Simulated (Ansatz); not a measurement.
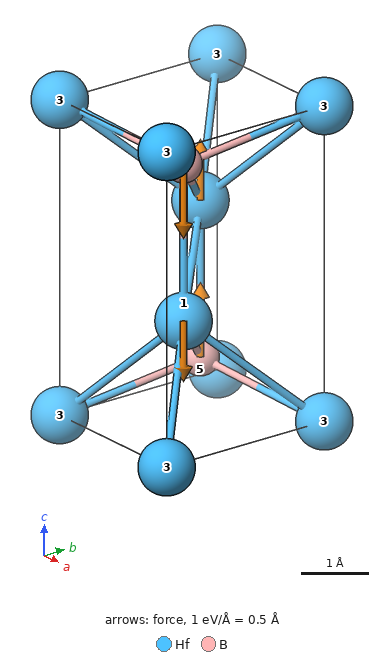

Starting geometry of a crystal of Hf3B2 (a generated structure, set up in P-3m1) (coarse preliminary run) with the computed forces as orange arrows. The picture is a ball-and-stick view of the cell of the calculation, seen slightly off an axis.

Level of theory: DFT PBE, scalar-relativistic, plane waves, PAW (Ansatz).

Input
```yaml
crystal:
  lattice:
    - [3.98620734, 0.0, 0.0]
    - [-1.99310367, 3.45215682, 0.0]
    - [0.0, 0.0, 4.83493373]
  atoms:
    - { symbol: Hf, position: [0.66666667, 0.33333333, 0.36004052] }
    - { symbol: Hf, position: [0.33333333, 0.66666667, 0.63995948] }
    - { symbol: Hf, position: [0.0, 0.0, 0.0] }
    - { symbol: B, position: [0.66666667, 0.33333333, 0.85756034] }
    - { symbol: B, position: [0.33333333, 0.66666667, 0.14243966] }
basis:
  ecutwfc: 420
kpoints:
  mp_grid: { grid: [6, 6, 4] }
hamiltonian:
  xc: pbe
scf:
  occupations: { method: gaussian, width: 0.1 }
  lower_state_search: "off"
output:
  forces: true
  stress: true
  eigenvalues: true
relax:
  adjacent_minimum: "off"
  f_tol: 0.04
  max_steps: 70
  cell: { stress_tol: 0.4 }
```

Run as
```bash
ansatz run input.yaml --threads 1 --pin off --max-ram 2560MiB --backend cpu --events-out ev --progress --plain --runs-dir out
```

**What follows when this structure is relaxed?**

It isn't relaxed: the largest force vector, on B atoms, is 2.32 eV/Å. The atoms end up moving mostly along the starting forces (cosine between the two patterns 0.97). Over 6 accepted moves (8 points after the start) the energy falls by 409 meV per atom. Largest force component: 2.3 eV/Å at the start, 0.014 eV/Å at the end. The pressure goes from 29.11 to −0.03 GPa. The SCF was repeated twice at an unchanged geometry on a basis and grid sized afresh for the cell, which shifted the energy by 3.3 meV per atom at most. The largest moves relative to the cell, 0.36 Å, are those of B4 and B5. B5 goes along +c. Largest moves by element: B 0.36 Å, Hf 0.17 Å. The drawn cell changes as follows: a = b 3.986 → 4.067 Å (+2.0 %), c 4.835 → 5.490 Å (+13.6 %); the volume changes by +18.2 %. Near-neighbour distances that change, for instance: Hf1–B4 2.429 → 2.953 Å, Hf1–Hf2 2.670 → 3.005 Å, Hf3–B4 2.402 → 2.613 Å, Hf1–B4 (another image) 2.405 → 2.538 Å. The space group stays P-3m1 (No. 164).
